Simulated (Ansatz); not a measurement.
Geometry relaxation of HfS₂ (part 2 of 2)

HfS₂ (3 atoms in the cell); DFT LDA+D3(BJ), scalar-relativistic, plane waves, PAW, PAW set soft_1, no spin polarisation (Ansatz 0.2.0); cutoff 420 eV, 9×9×6 k-mesh, Gaussian smearing of 0.02 eV. The structure derives from a Materials Project entry.

Geometry of the input (Å; fractional positions):
```
3.6397  0.0000  0.0000
-1.8198  3.1520  0.0000
0.0000  0.0000  6.0556
Hf 0.0000  0.0000  0.0000
S  0.6667  0.3333  0.7640
S  0.3333  0.6667  0.2360
```

## What the program printed, continued
```
SCF iter   1: F=—  HF=-17222.431424 eV  |F-HF|=—  |Δ(HF+E_count)|=         —  Δρ=1.92e-4  dr2=2.15e-6  ethr=9.08e-7  ⟨swp⟩=3.8  Hψ=10634  notcnv=0
preconditioner: auto → Resta (q_TF=auto, 2.543 Å⁻¹)  ε∞=6.1  [insulator: Δε(μ)=0.196 eV  Ē_g=11.794 eV  σ=0.020 eV  W_gap=1.00  n_scr=22 (ndim 8)  ℏωp=26.7 eV  f_vac=0.013  D(μ)=0.00/eV (n_scr^D=0)  ε∞_Penn≈6.1]
SCF iter   2: F=—  HF=-17222.431418 eV  |F-HF|=—  |Δ(HF+E_count)|=   6.08e-6  Δρ=1.20e-4  dr2=2.47e-6  ethr=5.67e-9  ⟨swp⟩=3.1  Hψ=2970  notcnv=0
SCF iter   3: F=—  HF=-17222.431418 eV  |F-HF|=—  |Δ(HF+E_count)|=   3.70e-8  Δρ=6.34e-5  dr2=3.83e-7  ethr=5.67e-9  ⟨swp⟩=2.0  Hψ=2467  notcnv=0
SCF iter   4: F=—  HF=-17222.431418 eV  |F-HF|=—  |Δ(HF+E_count)|=   1.36e-7  Δρ=2.62e-5  dr2=7.19e-8  ethr=1.01e-9  ⟨swp⟩=2.4  Hψ=2597  notcnv=0
SCF iter   5: F=—  HF=-17222.431418 eV  |F-HF|=—  |Δ(HF+E_count)|=   3.46e-8  Δρ=6.69e-6  dr2=4.26e-9  ethr=1.89e-10  ⟨swp⟩=2.7  Hψ=2574  notcnv=0
SCF iter   6: F=—  HF=-17222.431418 eV  |F-HF|=—  |Δ(HF+E_count)|=   3.32e-9  Δρ=1.19e-6  dr2=2.02e-10  ethr=1.12e-11  ⟨swp⟩=2.8  Hψ=2533  notcnv=0
SCF iter   7: F=-17222.431418 eV  HF=-17222.431418 eV  |F-HF|=1.09e-11  |Δ(HF+E_count)|=  8.73e-11  Δρ=1.37e-7  dr2=1.06e-11  ethr=1.00e-12  ⟨swp⟩=6.0  Hψ=8087  notcnv=0
SCF 6 converged in 7 iterations: F = -17222.431418 eV  dr2 = 1.06e-11
relax step   6: F+E_penalty+E_count = -17222.43141839 eV  Δ(F+E_penalty+E_count) = +2.220e-3 eV  max|allowed force component| = 1.675e-3 eV/Å  Δτ_max = 0.0000 Å  P = +0.012 GPa  Ω = 57.894 Å³  stress off target by 2.52e-2 GPa  SCF on the basis re-selected at this cell (its energy is not comparable with the rows above)  (7 SCF iters)
```

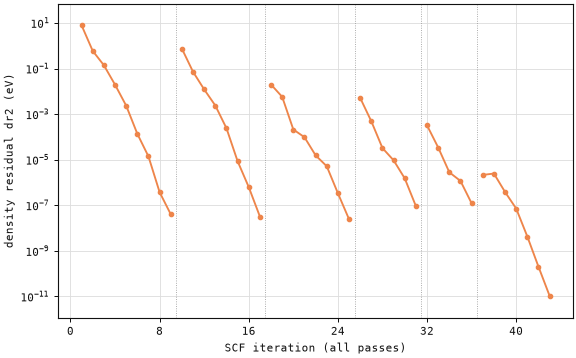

Fig. 1: Convergence of the self-consistent field: density residual dr2 against the SCF iteration. The dotted lines part the SCF passes of the relaxation: geometry steps, rejected trials and re-solves on a re-selected basis. The 6 passes take 5 to 9 iterations each, 43 in all.

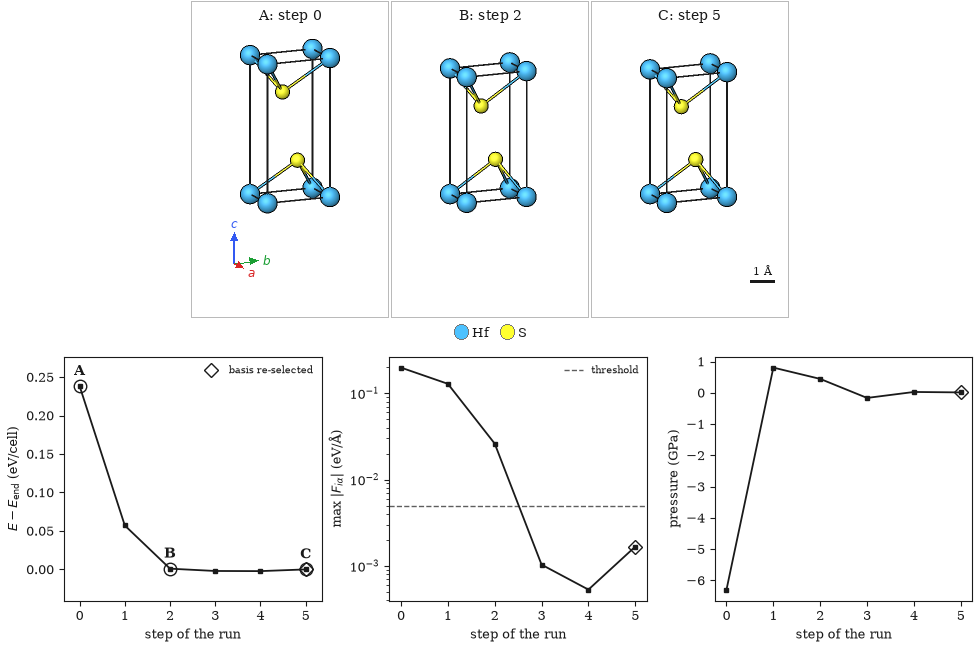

Fig. 2: Frames of the relaxation (ball-and-stick view of the cell of the calculation, seen slightly off an axis) above the curves, on which the letters mark them (the first geometry is step 0 here and step 1 in the log).

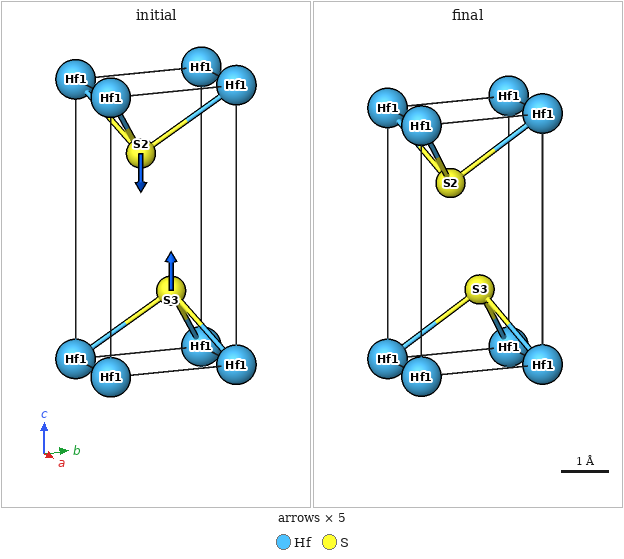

Fig. 3: Before (left) and after (right) the relaxation, at one scale (ball-and-stick view of the cell of the calculation, seen slightly off an axis). The blue arrows give the displacements (without the part carried along by the change of the cell), magnified 5 times. Over 4 geometry steps the energy falls by 0.240 eV per cell of the calculation. Largest force component: 0.2 eV/Å at the start, 0.0017 eV/Å at the end. Pressure: −6.29 GPa at the start and 0.01 GPa at the end. The largest moves relative to the cell, 0.17 Å, are those of S2 and S3. Hf stays in place. The volume changes by −16.7 %, with a = b 3.640 → 3.507 Å (−3.7 %), c 6.056 → 5.436 Å (−10.2 %). Among the contacts that change: Hf1–S2 2.541 → 2.495 Å. Among the angles that change: S2–Hf1–S3 88.5° → 90.7°, Hf1–S3–Hf1 91.5° → 89.3°, S2–Hf1–S2 91.5° → 89.3°. The space group stays P-3m1 (No. 164). A last SCF at the same geometry on a re-selected plane-wave basis shifts the energy by +2.2 meV per cell of the calculation. (Atoms are counted from 1 in the order of the input.)

```
basis re-selected at this cell: Δ(F+E_penalty+E_count) = +2.220e-3 eV, ΔP = -0.014 GPa vs the last step (what re-selecting the basis moved, of the pressure what is left beyond the Pulay correction that the steps carried, after the strain that the cell walked since its last selection, with what the two solves' SCF thresholds leave and, on support functions, any second-order correction that the steps lacked; it is no measure of the basis error at this ecutwfc). The dense FFT grid was sized anew with the basis: this SCF ran on 24×24×40 points, the steps before it on 25×25×45, so part of this shift can come from that change (see relax.cell in the input reference). This SCF's stress stands 2.52e-2 GPa from its target on what of the cell is left free (relax.cell.stress_tol is 5.00e-2 GPa) and its largest allowed force component is 1.67e-3 eV/Å (relax.f_tol is 5.00e-3 eV/Å): within both
SCF converged after 7 iterations
Free energy (F): -17222.431418 eV
Harris-Foulkes:  -17222.431418 eV  (|F-HF|=1.09e-11)
Internal energy: -17222.431418 eV  (E = F + TS)
E sigma→0 (E₀):  -17222.431418 eV
Fermi energy:    11.090109 eV
--- Per-component energies (eV) ---
  E_band       = -153.119459
  E_kinetic    = 623.066893
  E_local      = -8816.416936  (includes V_loc(G=0)·N_el)
  E_nonlocal   = 146.474641
  E_hartree    = 4203.152589
  E_xc         = -442.349368
  E_vxc        = -422.884036  (∫ρ·V_xc dr)
  E_paw        = -8609.622751  (= ΣΔE_a)
  E_vpaw       = -89.665286  (= ΣTr[D̂ρ^β])
  E_aug_tail   = 0.000098  (compensation charges beyond the density's cutoff)
  E_ewald      = -4328.340046
  E_disp       = -1.160021  (pairwise vdW)
  E_core_change = 2.763483  (= ΣΔE_core)
  E_smearing   = -0.000000  (= −TS)
  E_closure    = 0.000000  (closes the sum)
  Σ components = -17222.431418   (vs F -17222.431418, Δ=0.00e0)
--- Forces (eV/Å), atoms counted from 1 ---
  atom   1  Hf    -0.00000000    -0.00000000     0.00000000
  atom   2  S     -0.00000000    -0.00000000    -0.00167467
  atom   3  S      0.00000000     0.00000000     0.00167467
  max |Σ_I F_I| component: 2.17e-19 eV/Å
--- Stress (GPa, compression-positive) ---
        0.005843       0.000000       0.000000
        0.000000       0.005843      -0.000000
        0.000000      -0.000000       0.025191
  P = ⅓ Tr σ = 0.0123 GPa (0.123 kbar)
--- Band table (eV; the first three rows and the last of 62) ---
  k-point 0: bands = ["-51.2783", "-20.0053", "-19.8583", "-19.8583", "-3.2209", "-1.5042", "-1.2551", "-1.2391", "-1.2391", "-1.2204", "-1.2204", "-1.2124", "-0.6156", "4.8289", "7.5839", "7.5839", "10.5950", "10.5950", "10.9938", "12.3916", "12.3916", "12.8189", "15.6083"]
  k-point 1: bands = ["-51.2783", "-20.0056", "-19.8583", "-19.8583", "-3.1209", "-1.5567", "-1.2552", "-1.2391", "-1.2391", "-1.2204", "-1.2204", "-1.2124", "-0.7764", "5.1814", "7.6098", "7.6098", "10.2817", "10.5002", "10.5002", "12.3640", "12.3640", "13.0556", "15.8293"]
  k-point 2: bands = ["-51.2783", "-20.0062", "-19.8583", "-19.8583", "-2.8485", "-1.7797", "-1.2555", "-1.2392", "-1.2392", "-1.2203", "-1.2203", "-1.2124", "-1.0275", "6.0677", "7.6647", "7.6647", "8.9825", "10.3193", "10.3193", "12.3070", "12.3070", "13.2310", "16.3241"]
  k-point 61: bands = ["-51.2657", "-20.0592", "-20.0592", "-19.9382", "-1.4866", "-1.4866", "-1.2494", "-1.2371", "-1.2312", "-1.2312", "-1.2180", "-0.9431", "-0.9431", "6.2234", "6.2234", "6.6726", "7.6666", "8.6044", "8.6044", "13.4005", "13.6117", "13.6117", "17.3216"]
--- Relaxed structure (5 steps of the walk, 5 accepted, 1 SCFs on fresh bases) ---
  F+E_penalty+E_count = -17222.43141839 eV   max|allowed force component| = 1.675e-3 eV/Å   (the final SCF, on the basis selected at the relaxed cell)
  cell:  # Å, volume = 57.8942 Å³
    - [3.5067894494432172, 6.365941621450012e-33, -3.7393417112516685e-17]
    - [-1.7533947247216086, 3.0369687489410713, 1.8696708556258342e-17]
    - [-6.221402912300639e-17, -4.160930670388424e-33, 5.436074166796668]
  atoms:
    - { symbol: Hf, position: [9.677961977575359e-34, 3.6660618678394996e-34, -2.3872314154284325e-20] }
    - { symbol: S, position: [0.6666666666666666, 0.3333333333333333, 0.7318810438761789] }
    - { symbol: S, position: [0.3333333333333333, 0.6666666666666666, 0.268118956123821] }
```

## Trajectory as extended XYZ (Å, eV, eV/Å), 6 frames, from step=1 to step=6
```
3
Lattice="3.6397 0.0000 0.0000 -1.8198 3.1520 0.0000 0.0000 0.0000 6.0556" Properties=species:S:1:pos:R:3:forces:R:3 step=1 energy=-17222.19317 pressure_GPa=-6.29
Hf    0.0000    0.0000    0.0000    0.0000   0.0000   0.0000
S     1.8198    1.0507    4.6262    0.0000   0.0000   0.1976
S     0.0000    2.1014    1.4294    0.0000   0.0000  -0.1976
3
Lattice="3.4594 0.0000 0.0000 -1.7297 2.9959 0.0000 0.0000 0.0000 5.7755" Properties=species:S:1:pos:R:3:forces:R:3 step=2 energy=-17222.37434 pressure_GPa=0.81
Hf    0.0000    0.0000    0.0000    0.0000   0.0000   0.0000
S     1.7297    0.9986    4.2922    0.0000   0.0000  -0.1282
S     0.0000    1.9973    1.4833    0.0000   0.0000   0.1282
3
Lattice="3.4851 0.0000 0.0000 -1.7425 3.0182 0.0000 0.0000 0.0000 5.4803" Properties=species:S:1:pos:R:3:forces:R:3 step=3 energy=-17222.43046 pressure_GPa=0.44
Hf    0.0000    0.0000    0.0000    0.0000   0.0000   0.0000
S     1.7425    1.0061    4.0090    0.0000   0.0000   0.0261
S     0.0000    2.0121    1.4713    0.0000   0.0000  -0.0261
3
Lattice="3.5120 0.0000 0.0000 -1.7560 3.0415 0.0000 0.0000 0.0000 5.4328" Properties=species:S:1:pos:R:3:forces:R:3 step=4 energy=-17222.43345 pressure_GPa=-0.16
Hf    0.0000    0.0000    0.0000    0.0000   0.0000   0.0000
S     1.7560    1.0138    3.9776    0.0000   0.0000   0.0010
S     0.0000    2.0276    1.4552    0.0000   0.0000  -0.0010
3
Lattice="3.5068 0.0000 0.0000 -1.7534 3.0370 0.0000 0.0000 0.0000 5.4361" Properties=species:S:1:pos:R:3:forces:R:3 step=5 energy=-17222.43364 pressure_GPa=0.03
Hf    0.0000    0.0000    0.0000    0.0000   0.0000   0.0000
S     1.7534    1.0123    3.9786    0.0000   0.0000  -0.0005
S     0.0000    2.0246    1.4575    0.0000   0.0000   0.0005
3
Lattice="3.5068 0.0000 0.0000 -1.7534 3.0370 0.0000 0.0000 0.0000 5.4361" Properties=species:S:1:pos:R:3:forces:R:3 step=6 energy=-17222.43142 pressure_GPa=0.01
Hf    0.0000    0.0000    0.0000    0.0000   0.0000   0.0000
S     1.7534    1.0123    3.9786    0.0000   0.0000  -0.0017
S     0.0000    2.0246    1.4575    0.0000   0.0000   0.0017
```

## Results in brief

```csv
quantity,value
outcome,converged
space group (tolerance 0.01 Å),P-3m1 (164)
electrons treated,38
free energy,−17222.4314 eV
Fermi energy,11.090 eV
gap on the k-point mesh,0.20 eV
pressure,0.01 GPa
final volume,57.89 Å³
largest force (length of the vector) at the end,0.002 eV/Å
final cell,"a = 3.507 Å, b = 3.507 Å, c = 5.436 Å, α = 90.00°, β = 90.00°, γ = 120.00°"
hardware,"4 threads of Arm Neoverse N1, 98 GiB of memory available, shared host"
wall time,20 s (CPU time 73 s)
peak memory,0.42 GiB
```

## Notes

Notes on the run: the PAW datasets were made with another functional; the dispersion correction has no parameters fitted for this combination and takes those fitted for PBE. Spin–orbit coupling is left out, which matters for Hf.
